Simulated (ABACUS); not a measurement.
## PbS: band-structure run (part 2 of 2)

The same run, continued: PbS (Cmcm, 4 atoms in the cell); Kohn-Sham DFT of a periodic cell, PBE, spin-orbit coupling, PseudoDojo NC FR 0.4 PBE stringent, no spin polarisation (ABACUS 3.10.1); cutoff 1360.57 eV, fermi-dirac of 0.05 eV. The structure derives from a Materials Project entry. It belongs to a series of runs on one base structure; here: bands on the converged density.

Geometry of the input (Å; fractional positions):
```
6.3421  0.0000  0.0000
-4.9778  3.9298  0.0000
0.0000  0.0000  4.2793
Pb 0.1306  0.8694  0.2500
Pb 0.8694  0.1306  0.7500
S  0.3548  0.6452  0.2500
S  0.6452  0.3548  0.7500
```

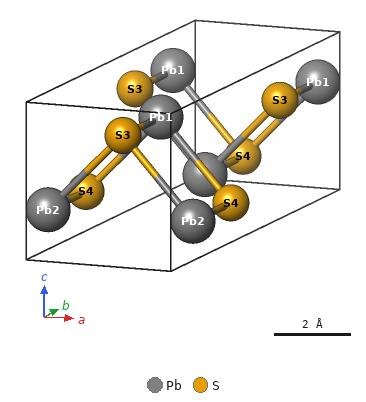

Fig. 1: The structure as given in the input (ball-and-stick view of the cell 2 times as large as that of the calculation, set on its symmetry axes, seen slightly off an axis; atoms are numbered from 1 in the order of the input).

The program's output, continued:
```
 2/122 kpoint (Cartesian) = 0.0044170 0.012723 0.0000 (3018 pws)
       1       -130.048     0.00819672
       2       -130.048     0.00819672
       3       -130.048     0.00819672
       4       -130.048     0.00819672
       5       -87.1550     0.00819672
       6       -87.1550     0.00819672
       7       -87.1031     0.00819672
       8       -87.1031     0.00819672
       9       -65.8083     0.00819672
      10       -65.8083     0.00819672
      11       -65.8058     0.00819672
      12       -65.8058     0.00819672
      13       -65.8020     0.00819672
      14       -65.8020     0.00819672
      15       -65.7846     0.00819672
      16       -65.7846     0.00819672
      17       -8.89833     0.00819672
      18       -8.89833     0.00819672
      19       -8.89624     0.00819672
      20       -8.89624     0.00819672
      21       -8.89171     0.00819672
      22       -8.89171     0.00819672
      23       -8.88307     0.00819672
      24       -8.88307     0.00819672
      25       -6.43641     0.00819672
      26       -6.43641     0.00819672
      27       -6.37118     0.00819672
      28       -6.37118     0.00819672
      29       -6.35080     0.00819672
      30       -6.35080     0.00819672
      31       -6.34806     0.00819672
      32       -6.34806     0.00819672
      33       -6.32865     0.00819672
      34       -6.32865     0.00819672
      35       -6.28452     0.00819672
      36       -6.28452     0.00819672
      37       -4.04143     0.00819672
      38       -4.04143     0.00819672
      39       -2.25751     0.00819672
      40       -2.25751     0.00819672
      41        2.08846     0.00819672
      42        2.08846     0.00819672
      43        3.01882     0.00819672
      44        3.01882     0.00819672
      45        4.70778     0.00819672
      46        4.70778     0.00819672
      47        6.00848     0.00819672
      48        6.00848     0.00819672
      49        6.62804     0.00819672
      50        6.62804     0.00819672
      51        7.28457     0.00819672
      52        7.28457     0.00819672
      53        7.56670     0.00819672
      54        7.56670     0.00819672
      55        8.47652     0.00819672
      56        8.47652     0.00819672
      57        12.7667    9.82346e-32
      58        12.7667    9.82346e-32
      59        13.3297    1.26462e-36
      60        13.3297    1.26462e-36
      61        14.1027    2.44001e-43
      62        14.1027    2.44001e-43
      63        14.3419    2.04224e-45
      64        14.3419    2.04224e-45
      65        14.9706    7.07314e-51
      66        14.9706    7.07314e-51
      67        15.3920    1.54537e-54
      68        15.3920    1.54537e-54
      69        15.7188    2.24091e-57
      70        15.7188    2.24091e-57
      71        16.1981    1.53842e-61
      72        16.1981    1.53842e-61
      73        16.6166    3.56528e-65
      74        16.6166    3.56528e-65
      75        18.6336    1.07971e-82
      76        18.6336    1.07971e-82
      77        19.2369    6.21030e-88
      78        19.2369    6.21030e-88
      79        19.3391    8.03644e-89
      80        19.3391    8.03644e-89

 3/122 kpoint (Cartesian) = 0.0088340 0.025446 0.0000 (3026 pws)
       1       -130.048     0.00819672
       2       -130.048     0.00819672
       3       -130.048     0.00819672
       4       -130.048     0.00819672
       5       -87.1592     0.00819672
       6       -87.1592     0.00819672
       7       -87.1052     0.00819672
       8       -87.1052     0.00819672
       9       -65.8104     0.00819672
      10       -65.8104     0.00819672
      11       -65.8061     0.00819672
      12       -65.8061     0.00819672
      13       -65.8025     0.00819672
      14       -65.8025     0.00819672
      15       -65.7850     0.00819672
      16       -65.7850     0.00819672
      17       -8.89770     0.00819672
      18       -8.89770     0.00819672
      19       -8.89627     0.00819672
      20       -8.89627     0.00819672
      21       -8.89077     0.00819672
      22       -8.89077     0.00819672
      23       -8.88335     0.00819672
      24       -8.88335     0.00819672
      25       -6.43320     0.00819672
      26       -6.43320     0.00819672
      27       -6.37115     0.00819672
      28       -6.37115     0.00819672
      29       -6.34935     0.00819672
      30       -6.34935     0.00819672
      31       -6.34674     0.00819672
      32       -6.34674     0.00819672
      33       -6.33011     0.00819672
      34       -6.33011     0.00819672
      35       -6.28639     0.00819672
      36       -6.28639     0.00819672
      37       -3.98558     0.00819672
      38       -3.98558     0.00819672
      39       -2.25460     0.00819672
      40       -2.25460     0.00819672
      41        1.99128     0.00819672
      42        1.99128     0.00819672
      43        2.83042     0.00819672
      44        2.83042     0.00819672
      45        4.76734     0.00819672
      46        4.76734     0.00819672
      47        6.08808     0.00819672
      48        6.08808     0.00819672
      49        6.70732     0.00819672
      50        6.70732     0.00819672
      51        7.42127     0.00819672
      52        7.42127     0.00819672
      53        7.65818     0.00819672
      54        7.65818     0.00819672
      55        8.45810     0.00819672
      56        8.45810     0.00819672
      57        12.3423    4.76501e-28
      58        12.3423    4.76501e-28
      59        13.2280    9.67474e-36
      60        13.2280    9.67474e-36
      61        13.9597    4.26832e-42
      62        13.9597    4.26832e-42
      63        14.2408    1.54229e-44
      64        14.2408    1.54229e-44
      65        14.8150    1.58787e-49
      66        14.8150    1.58787e-49
      67        15.0775    8.33474e-52
      68        15.0775    8.33474e-52
      69        15.7615    9.54617e-58
      70        15.7615    9.54617e-58
      71        16.4407    1.20166e-63
      72        16.4407    1.20166e-63
      73        16.6644    1.37073e-65
      74        16.6644    1.37073e-65
      75        18.4645    3.17690e-81
      76        18.4645    3.17690e-81
      77        18.9591    1.60705e-85
      78        18.9591    1.60705e-85
      79        19.8378        0.00000
      80        19.8378        0.00000

 4/122 kpoint (Cartesian) = 0.013251 0.038170 0.0000 (3039 pws)
       1       -130.048     0.00819672
       2       -130.048     0.00819672
       3       -130.048     0.00819672
       4       -130.048     0.00819672
       5       -87.1655     0.00819672
       6       -87.1655     0.00819672
       7       -87.1089     0.00819672
       8       -87.1089     0.00819672
       9       -65.8135     0.00819672
      10       -65.8135     0.00819672
      11       -65.8065     0.00819672
      12       -65.8065     0.00819672
      13       -65.8037     0.00819672
      14       -65.8037     0.00819672
      15       -65.7856     0.00819672
      16       -65.7856     0.00819672
      17       -8.89669     0.00819672
      18       -8.89669     0.00819672
      19       -8.89646     0.00819672
      20       -8.89646     0.00819672
      21       -8.88923     0.00819672
      22       -8.88923     0.00819672
      23       -8.88348     0.00819672
      24       -8.88348     0.00819672
      25       -6.42807     0.00819672
      26       -6.42807     0.00819672
      27       -6.37124     0.00819672
      28       -6.37124     0.00819672
      29       -6.34712     0.00819672
      30       -6.34712     0.00819672
      31       -6.34476     0.00819672
      32       -6.34476     0.00819672
      33       -6.33216     0.00819672
      34       -6.33216     0.00819672
      35       -6.28920     0.00819672
      36       -6.28920     0.00819672
      37       -3.89394     0.00819672
      38       -3.89394     0.00819672
      39       -2.25454     0.00819672
      40       -2.25454     0.00819672
      41        1.85136     0.00819672
      42        1.85136     0.00819672
      43        2.55237     0.00819672
      44        2.55237     0.00819672
      45        4.87124     0.00819672
      46        4.87124     0.00819672
      47        6.21790     0.00819672
      48        6.21790     0.00819672
      49        6.83596     0.00819672
      50        6.83596     0.00819672
      51        7.57327     0.00819672
      52        7.57327     0.00819672
      53        7.84150     0.00819672
      54        7.84150     0.00819672
      55        8.42830     0.00819672
      56        8.42830     0.00819672
      57        11.8313    1.30966e-23
      58        11.8313    1.30966e-23
      59        12.9550    2.27115e-33
      60        12.9550    2.27115e-33
      61        13.5156    3.07227e-38
      62        13.5156    3.07227e-38
      63        14.0892    3.20196e-43
      64        14.0892    3.20196e-43
      65        14.5426    3.68840e-47
      66        14.5426    3.68840e-47
      67        14.9411    1.27413e-50
      68        14.9411    1.27413e-50
      69        15.8796    8.99383e-59
      70        15.8796    8.99383e-59
      71        16.7376    3.17001e-66
      72        16.7376    3.17001e-66
      73        16.9121    9.66729e-68
      74        16.9121    9.66729e-68
      75        18.3026    8.09399e-80
      76        18.3026    8.09399e-80
      77        18.6586    6.54421e-83
      78        18.6586    6.54421e-83
      79        20.2346        0.00000
      80        20.2346        0.00000

 5/122 kpoint (Cartesian) = 0.017668 0.050893 0.0000 (3042 pws)
       1       -130.048     0.00819672
       2       -130.048     0.00819672
       3       -130.048     0.00819672
       4       -130.048     0.00819672
       5       -87.1719     0.00819672
       6       -87.1719     0.00819672
       7       -87.1143     0.00819672
       8       -87.1143     0.00819672
       9       -65.8166     0.00819672
      10       -65.8166     0.00819672
      11       -65.8071     0.00819672
      12       -65.8071     0.00819672
      13       -65.8054     0.00819672
      14       -65.8054     0.00819672
      15       -65.7865     0.00819672
      16       -65.7865     0.00819672
      17       -8.89703     0.00819672
      18       -8.89703     0.00819672
      19       -8.89533     0.00819672
      20       -8.89533     0.00819672
      21       -8.88724     0.00819672
      22       -8.88724     0.00819672
      23       -8.88324     0.00819672
      24       -8.88324     0.00819672
      25       -6.42160     0.00819672
      26       -6.42160     0.00819672
      27       -6.37158     0.00819672
      28       -6.37158     0.00819672
      29       -6.34486     0.00819672
      30       -6.34486     0.00819672
      31       -6.34226     0.00819672
      32       -6.34226     0.00819672
      33       -6.33401     0.00819672
      34       -6.33401     0.00819672
      35       -6.29260     0.00819672
      36       -6.29260     0.00819672
      37       -3.76896     0.00819672
      38       -3.76896     0.00819672
      39       -2.26458     0.00819672
      40       -2.26458     0.00819672
      41        1.69607     0.00819672
      42        1.69607     0.00819672
      43        2.22117     0.00819672
      44        2.22117     0.00819672
      45        5.01983     0.00819672
      46        5.01983     0.00819672
      47        6.39382     0.00819672
      48        6.39382     0.00819672
      49        7.00935     0.00819672
      50        7.00935     0.00819672
      51        7.70612     0.00819672
      52        7.70612     0.00819672
      53        8.09941     0.00819672
      54        8.09941     0.00819672
      55        8.39413     0.00819672
      56        8.39413     0.00819672
      57        11.2963    5.81207e-19
      58        11.2963    5.81207e-19
      59        12.5442    8.40892e-30
      60        12.5442    8.40892e-30
      61        13.0444    3.80582e-34
      62        13.0444    3.80582e-34
      63        13.6161    4.11534e-39
      64        13.6161    4.11534e-39
      65        14.1825    4.95032e-44
      66        14.1825    4.95032e-44
      67        15.0337    2.00091e-51
      68        15.0337    2.00091e-51
      69        16.1923    1.72750e-61
      70        16.1923    1.72750e-61
      71        16.9329    6.38046e-68
      72        16.9329    6.38046e-68
      73        17.4392    2.55726e-72
      74        17.4392    2.55726e-72
      75        18.2317    3.33835e-79
      76        18.2317    3.33835e-79
      77        18.4739    2.63311e-81
      78        18.4739    2.63311e-81
      79        20.6359        0.00000
      80        20.6359        0.00000

 6/122 kpoint (Cartesian) = 0.022085 0.063616 0.0000 (3050 pws)
       1       -130.048     0.00819672
       2       -130.048     0.00819672
       3       -130.048     0.00819672
       4       -130.048     0.00819672
       5       -87.1762     0.00819672
       6       -87.1762     0.00819672
       7       -87.1209     0.00819672
       8       -87.1209     0.00819672
       9       -65.8186     0.00819672
      10       -65.8186     0.00819672
      11       -65.8086     0.00819672
      12       -65.8086     0.00819672
      13       -65.8065     0.00819672
      14       -65.8065     0.00819672
      15       -65.7876     0.00819672
      16       -65.7876     0.00819672
      17       -8.89766     0.00819672
      18       -8.89766     0.00819672
      19       -8.89430     0.00819672
      20       -8.89430     0.00819672
      21       -8.88495     0.00819672
      22       -8.88495     0.00819672
      23       -8.88265     0.00819672
      24       -8.88265     0.00819672
      25       -6.41466     0.00819672
      26       -6.41466     0.00819672
      27       -6.37232     0.00819672
      28       -6.37232     0.00819672
      29       -6.34407     0.00819672
      30       -6.34407     0.00819672
      31       -6.33922     0.00819672
      32       -6.33922     0.00819672
      33       -6.33423     0.00819672
      34       -6.33423     0.00819672
      35       -6.29621     0.00819672
      36       -6.29621     0.00819672
      37       -3.61454     0.00819672
      38       -3.61454     0.00819672
      39       -2.29417     0.00819672
      40       -2.29417     0.00819672
      41        1.55527     0.00819672
      42        1.55527     0.00819672
      43        1.86870     0.00819672
      44        1.86870     0.00819672
      45        5.21039     0.00819672
      46        5.21039     0.00819672
      47        6.60968     0.00819672
      48        6.60968     0.00819672
      49        7.22026     0.00819672
      50        7.22026     0.00819672
      51        7.82334     0.00819672
      52        7.82334     0.00819672
      53        8.26821     0.00819672
      54        8.26821     0.00819672
      55        8.46983     0.00819672
      56        8.46983     0.00819672
      57        10.7799    1.77389e-14
      58        10.7799    1.77389e-14
      59        12.0650    1.22110e-25
      60        12.0650    1.22110e-25
      61        12.6013    2.68413e-30
      62        12.6013    2.68413e-30
      63        13.0707    2.24522e-34
      64        13.0707    2.24522e-34
      65        13.7657    2.06365e-40
      66        13.7657    2.06365e-40
      67        15.0928    6.13245e-52
      68        15.0928    6.13245e-52
      69        16.7354    3.31426e-66
      70        16.7354    3.31426e-66
      71        17.1829    4.30099e-70
      72        17.1829    4.30099e-70
      73        17.7861    2.47817e-75
      74        17.7861    2.47817e-75
      75        18.4190    7.88722e-81
      76        18.4190    7.88722e-81
      77        18.5294    8.66473e-82
      78        18.5294    8.66473e-82
      79        20.9870        0.00000
      80        20.9870        0.00000

[... levels at 116 further k points ...]

 --------------------------------------------
 !FINAL_ETOT_IS -12021.96600510571 eV
 --------------------------------------------

 Output bands in file: OUT.PbS/BANDS_1.dat
```

Standard output:
```
ABACUS v3.10.1

               Atomic-orbital Based Ab-initio Computation at UStc

%%%%%%%%%%%%%%%%%%%%%%%%%%%%%%%%%%%%%%%%%%%%%%%%%%%%%%%%%%%%%%%%%%%%%%%%%%%%%%%%%%%%%%%%%%%%%%%%%%%%%%%%%
 Warning: the number of valence electrons in pseudopotential > 4 for Pb: [Xe] 4f14 5d10 6s2 6p2
 Pseudopotentials with additional electrons can yield (more) accurate outcomes, but may be less efficient.
 If you're confident that your chosen pseudopotential is appropriate, you can safely ignore this warning.
%%%%%%%%%%%%%%%%%%%%%%%%%%%%%%%%%%%%%%%%%%%%%%%%%%%%%%%%%%%%%%%%%%%%%%%%%%%%%%%%%%%%%%%%%%%%%%%%%%%%%%%%%

 UNIFORM GRID DIM        : 80 * 80 * 54
 UNIFORM GRID DIM(BIG)   : 16 * 16 * 27
 ---------------------------------------------------------
 ---------------------------------------------------------
 SPIN    KPOINTS         PROCESSORS  THREADS     NBASE
 4       122             4           4           140
 ---------------------------------------------------------
 Use Systematically Improvable Atomic bases
 ---------------------------------------------------------
 ELEMENT ORBITALS        NBASE       NATOM       XC
 Pb      3s3p2d-8au      22          2
 S       2s2p1d-7au      13          2
 ---------------------------------------------------------
 Initial plane wave basis and FFT box
 ---------------------------------------------------------
 -------------------------------------------
 NONSELF-CONSISTENT :
 -------------------------------------------
 START CHARGE      : file
 ITER     TMAGX      TMAGY      TMAGZ       AMAG        ETOT/eV          EDIFF/eV         DRHO     TIME/s
 GE1      4.91e-14   7.33e-14   3.26e-13   1.03e-12  -1.20219660e+04   0.00000000e+00   0.0000e+00   2.17
```

Key numbers:

| quantity | value |
| --- | --- |
| outcome | converged |
| space group (tolerance 0.01 Å) | Cmcm (63) |
| electrons treated | 56 |
| Fermi energy of the self-consistent step | 9.425 eV |
| gap on the band path | 0.98 eV |
| wall time | 3.4 s (CPU time 13 s) |
| peak memory | 0.72 GiB |

Points of doubt noted for this run: home made orbitals.
